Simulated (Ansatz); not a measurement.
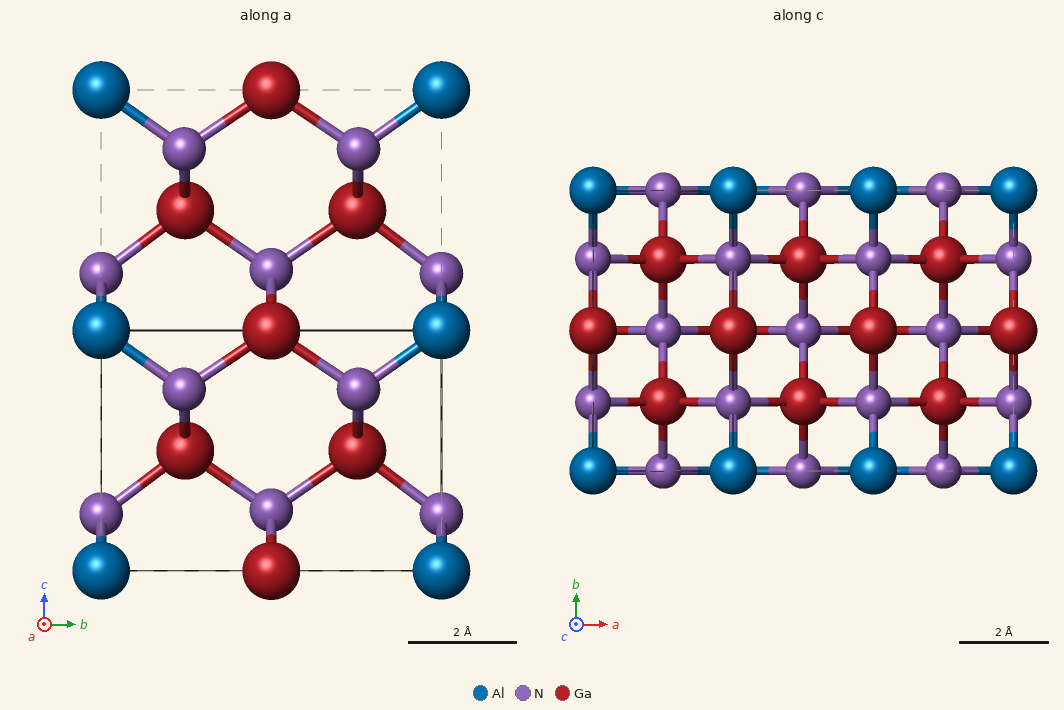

A ball-and-stick rendering, viewed along the a axis and along the c axis. A block of 3×1×2 cells is shown, with one simulation cell in solid outline.

The calculation's input:
```yaml
crystal:
  lattice:
    - [3.1583280496, 0.0, 0.0]
    - [0.0, 6.3175017013, 0.0]
    - [0.0, 0.0, 4.4625982247]
  atoms:
    - { symbol: Al, position: [0.0, 0.0, 0.0006593648] }
    - { symbol: "N", position: [0.5, 0.0, 0.2365274423] }
    - { symbol: Ga, position: [0.5, 0.247236304, 0.5000145566] }
    - { symbol: "N", position: [0.0, 0.2437861991, 0.7553517394] }
    - { symbol: Ga, position: [0.0, 0.5, -0.0006951537] }
    - { symbol: "N", position: [0.5, 0.5, 0.2527757546] }
    - { symbol: Ga, position: [0.5, 0.752763696, 0.5000145566] }
    - { symbol: "N", position: [0.0, 0.7562138009, 0.7553517394] }
kpoints:
  mp_grid: { grid: [6, 4, 6] }
hamiltonian:
  xc: r2scan
scf:
  occupations: { method: fixed }
dielectric: {}
```

The calculation used DFT, r2SCAN, plane waves, PAW in Ansatz, with a kinetic-energy cutoff of 500 eV, a 6×4×6 mesh of k-points, no spin polarisation.

Metal or not?

Answer. A semiconductor at this level, with a gap of 2.72 eV, direct.

State the electronic part of the dielectric constant.

Answer. ε∞ averages 5.1.

Provenance: a structure type filled with these elements by a generator (whether the compound takes this form wasn't checked). Earlier steps of the study may have refined or changed the cell and positions. Ansatz was used for an electronic-structure calculation on it.
